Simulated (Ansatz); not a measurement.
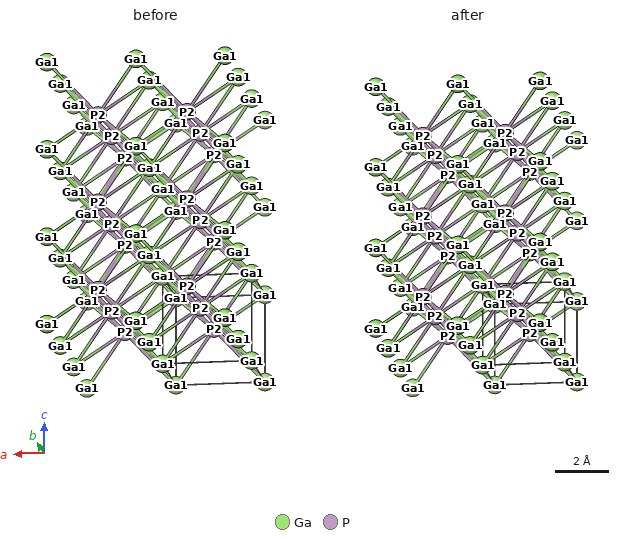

The structure of a crystal of GaP (built on the CsCl-221 type type) before (left) and after (right) a relaxation, at one scale.

The picture is a ball-and-stick view of the cell of the calculation, repeated 2 × 3 × 3 with one cell outlined, seen from a free direction.

Method: DFT, PBEsol, plane waves, PAW in Ansatz 0.2.0.

Input
```yaml
crystal:
  lattice:
    - [3.43430854, 0.0, 0.0]
    - [0.0, 3.43430854, 0.0]
    - [0.0, 0.0, 3.43430854]
  atoms:
    - { symbol: Ga, position: [0.0, 0.0, 0.0] }
    - { symbol: P, position: [0.5, 0.5, 0.5] }
kpoints:
  mp_grid: { grid: [6, 6, 6] }
hamiltonian:
  xc: pbesol
scf:
  occupations: { method: fermi_dirac, width: 0.03 }
relax:
  f_tol: 0.01
  cell: {}
  max_steps: 120
```

Launched with:
```bash
ansatz run input.yaml --threads 2 --pin off --max-ram 29491MiB --backend cpu --events-out ev --progress --plain --runs-dir out
```

**Summarise the run.**

No atom moves by more than 0.005 Å relative to the cell. Cell: a = b = c 3.434 → 3.169 Å (−7.7 %). Volume −21.4 %. Some distances before and after: Ga1–P2 2.974 → 2.744 Å. The space group stays Pm-3m (No. 221). After 5 accepted moves (6 points after the start) the energy has fallen by 0.408 eV per cell of the calculation. All forces vanish by symmetry, so only the cell relaxes. Pressure: −12.00 GPa at the start and −0.02 GPa at the end. The SCF was repeated once at an unchanged geometry on a basis and grid sized afresh for the cell, which shifted the energy by 1.5 meV per cell of the calculation at most. The run took 2.5 s on 2 threads of AMD EPYC 7R13 Processor (Zen 3) (shared host), peak memory 0.44 GiB.
